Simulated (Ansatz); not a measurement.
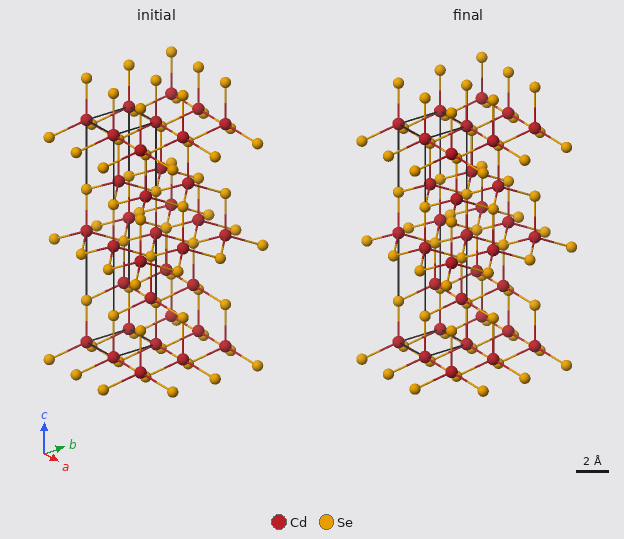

The structure of a crystal of CdSe (built on the 4H polytype type) before (left) and after (right) a relaxation, at one scale.

The picture is a ball-and-stick view of the cell of the calculation, repeated 2 × 2 × 1 with one cell outlined, seen slightly off an axis.

Computed with Ansatz, DFT, PBEsol, plane waves, PAW.

Input
```yaml
crystal:
  lattice:
    - [4.3826972658, 0.0, 0.0]
    - [-2.1913486329, 3.7955271692, 0.0]
    - [0.0, 0.0, 14.3053196375]
  atoms:
    - { symbol: Cd, position: [0.0, 0.0, -0.0001635496] }
    - { symbol: Cd, position: [0.3333333333, 0.6666666667, 0.2499698784] }
    - { symbol: Cd, position: [0.0, 0.0, 0.4998364504] }
    - { symbol: Cd, position: [0.6666666667, 0.3333333333, 0.7499698784] }
    - { symbol: Se, position: [0.0, 0.0, 0.1874660271] }
    - { symbol: Se, position: [0.3333333333, 0.6666666667, 0.437727644] }
    - { symbol: Se, position: [0.0, 0.0, 0.6874660271] }
    - { symbol: Se, position: [0.6666666667, 0.3333333333, 0.937727644] }
kpoints:
  mp_grid: { grid: [6, 6, 2] }
hamiltonian:
  xc: pbesol
scf:
  occupations: { method: fermi_dirac, width: 0.02 }
relax:
  f_tol: 0.005
  cell: {}
```

Run as
```bash
ansatz run input.yaml --threads 4 --pin off --max-ram 7372MiB --backend cpu --events-out ev --progress --plain --runs-dir out
```

Question: Summarise the run.

Answer: No atom moves by more than 0.005 Å relative to the cell. The volume changes by −5.4 %, with a = b 4.383 → 4.302 Å (−1.8 %), c 14.305 → 14.040 Å (−1.9 %). Some distances before and after: Cd1–Se5 2.684 → 2.634 Å, Cd2–Se6 2.686 → 2.636 Å. The space group stays P6_3mc (No. 186). Over 3 accepted moves (4 points after the start) the energy falls by 13.6 meV per atom. Largest force component: 0.0026 eV/Å at the start, 0.00028 eV/Å at the end. Pressure: −2.55 GPa at the start and 0.00 GPa at the end. The SCF was repeated once at an unchanged geometry on a basis and grid sized afresh for the cell, which shifted the energy by 0.3 meV per atom at most. Cost: 34 s on 4 threads of Intel(R) Xeon(R) Processor @ 2.70GHz, with other jobs on the host, peak memory 0.85 GiB.
